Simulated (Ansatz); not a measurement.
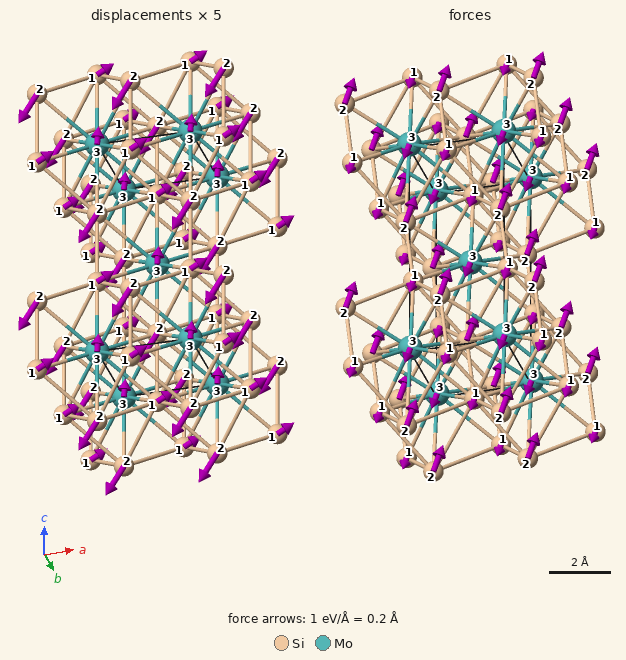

Left: solid Si2Mo (built on the Si2Mo-type type), with purple arrows for the displacements applied to it (without the part that the change of the cell carries along). Right: the displaced structure with the computed forces. Besides, the cell is strained by +2.0 % roughly along [1 −1 0], +0.9 % along [1 1 0], −1.6 % along [1 0 2] (volume +1.2 %). Style: ball-and-stick. Shown: the conventional cell (2 times the calculation's cell), from a free direction. Lengths and directions refer to the drawn axes.

Theory: Ansatz 0.2.0, DFT r2SCAN, scalar-relativistic, plane waves, PAW. (plane-wave cutoff 500 eV; k-point mesh 14 × 14 × 14; occupations gaussian; smearing width 0.05 eV; no spin polarisation)

How do the forces relate to the distortion?

Answer. Atoms are displaced by up to 0.23 Å (root mean square over those that move 0.17 Å) relative to the cell: Mo3 0.12 Å along [1 −1 2], Si2 0.23 Å roughly along [−2 0 −1]. No relaxation follows. Some distances before and after: Si–Si 2.628 → 2.650 to 2.945 Å, Si–Si 2.575 → 2.291 Å, Mo–Si 2.621 → 2.536 to 2.891 Å, Mo–Si 2.605 → 2.358 to 2.721 Å. The space group (tolerance 0.01 Å) goes from I4/mmm (No. 139) to P1 (No. 1). It costs 280 meV per atom. Pressure: 0.0 GPa before, 9.3 GPa after. The principal stresses (compression positive) are 24.0 GPa roughly along [1 0 2], 4.1 GPa along [1 3 0], −0.1 GPa roughly along [3 −1 0]. The largest force is 4.8 eV/Å, on Si2, roughly along [1 0 1]. The forces mostly point back along the displacements (cosine −0.93). It is metallic before and after.
